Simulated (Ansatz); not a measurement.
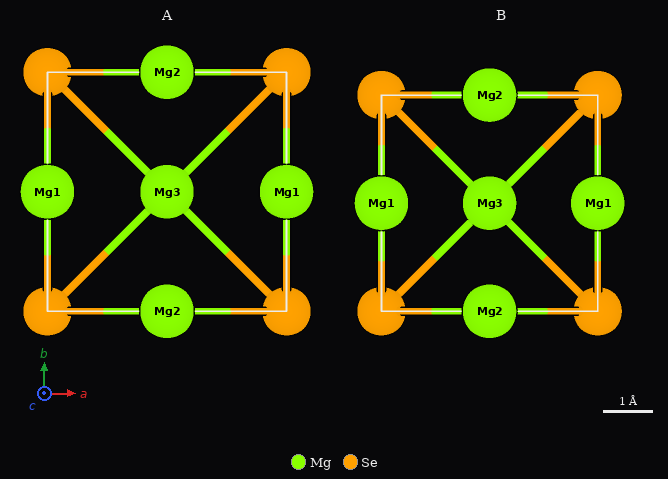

Two geometries of solid Mg$_{3}$Se (a generated structure, set up in P4/mmm) (coarse preliminary run), drawn at one scale. One is the start of a relaxation, the other its converged end. The picture is a ball-and-stick view of the cell of the calculation, seen along the c axis.

All numbers below come from Ansatz 0.2.0, DFT PBE, scalar-relativistic, plane waves, PAW. (plane-wave cutoff 420 eV; k-point mesh 4 × 4 × 4; occupations gaussian; smearing width 0.1 eV; no spin polarisation; cell and atoms relaxed; force threshold 0.04 eV/Å; at most 70 steps)

Which geometry has the lower energy?

Answer. Structure B is the relaxed one. Over 4 accepted moves (5 points after the start) the energy falls by 97.1 meV per atom. All forces vanish by symmetry, so only the cell relaxes. The pressure goes from −5.03 to −0.10 GPa. The SCF was repeated once at an unchanged geometry on a basis and grid sized afresh for the cell, which shifted the energy by 0.1 meV per atom at most. No atom moves by more than 0.005 Å relative to the cell. The volume changes by −15.9 %, with a = b 4.965 → 4.490 Å (−9.6 %), c 4.287 → 4.406 Å (+2.8 %). Among the contacts that change: Mg–Se 3.511 → 3.175 Å, Mg–Se 3.280 → 3.145 Å. The space group stays P4/mmm (No. 123).
